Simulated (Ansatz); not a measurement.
WSe2

Input file:

```
crystal:
  lattice:
    - [3.2711504299, 0.0, 0.0]
    - [-1.6355752149, 2.8328993719, 0.0]
    - [0.0, 0.0, 13.2206659015]
  atoms:
    - { symbol: W, position: [0.3674300554, 0.6916271996, 0.25] }
    - { symbol: W, position: [0.6325699446, 0.3083728004, 0.75] }
    - { symbol: Se, position: [0.2993063168, 0.6417571617, 0.623386149] }
    - { symbol: Se, position: [0.7006936832, 0.3582428383, 0.123386149] }
    - { symbol: Se, position: [0.2993063168, 0.6417571617, 0.876613851] }
    - { symbol: Se, position: [0.7006936832, 0.3582428383, 0.376613851] }
basis:
  ecutwfc: 420
kpoints:
  mp_grid: { grid: [12, 12, 2] }
hamiltonian:
  xc: pbesol
scf:
  occupations: { method: gaussian, width: 0.05 }
output:
  forces: true
  stress: true
  eigenvalues: true
  write_density: true
  write_potential: true
  elf: true
  volumetric_format: npy
```

Run with:

```sh
ansatz run input.yaml --threads 2 --pin off --max-ram 5120MiB --backend cpu --events-out ev --progress --plain --runs-dir out
```

Below, planes, directions and counts refer to the conventional cell (a = 3.27 Å, b = 13.22 Å, c = 3.27 Å, α = 90.00°, β = 120.00°, γ = 90.00°).

Space group P2₁/m.

Method: DFT PBEsol, scalar-relativistic, plane waves, PAW in Ansatz.

Core electrons are frozen (PAW), and the valence fields are smoothed inside the atomic spheres.

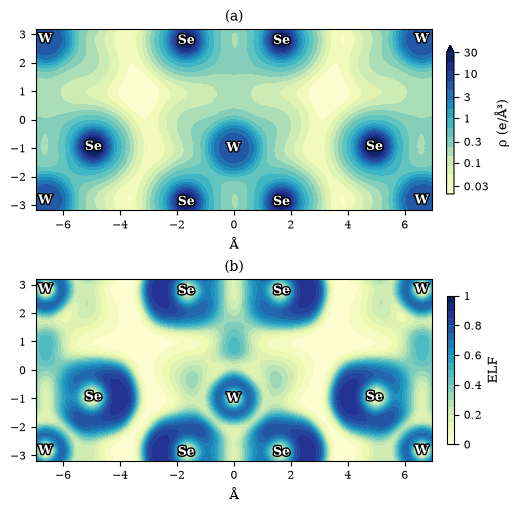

Figure 1. (a) valence pseudo-density; (b) electron localisation function on the (101) plane of the conventional cell.

What does the map show?

Answer.
- The section cuts through W and Se sites.
- W–Se (2.52 Å): ρ is about 0.56 e/Å³ halfway; the ELF is about 0.55 at the midpoint.
- Between the atoms the lowest density in this plane is 0.02 e/Å³.
- The features right at W lie inside the PAW spheres, where the map follows smoothed inner orbitals and isn't to be read closely.

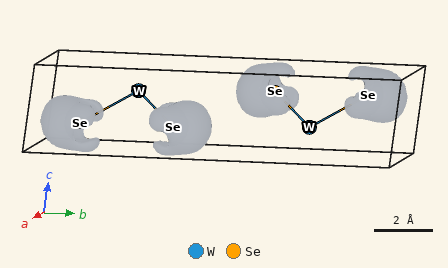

Figure 2. Isosurface of the ELF at 0.75 (grey), seen slightly off an axis. Only the valence region is drawn (cores and ρ < 0.01 e/Å³ removed). Sticks mark near contacts.

What do the ELF domains correspond to?

Answer. The ELF exceeds this value in four regions wrapped around Se (the valence shell of each), counted in one cell of 6 atoms. Any copies at cell faces, edges or corners count once.

Metal or insulator at this level of theory?

Answer. It is gapped, with a Kohn–Sham gap of 1.0 eV on the k-point mesh, an upper bound to the gap of this method.
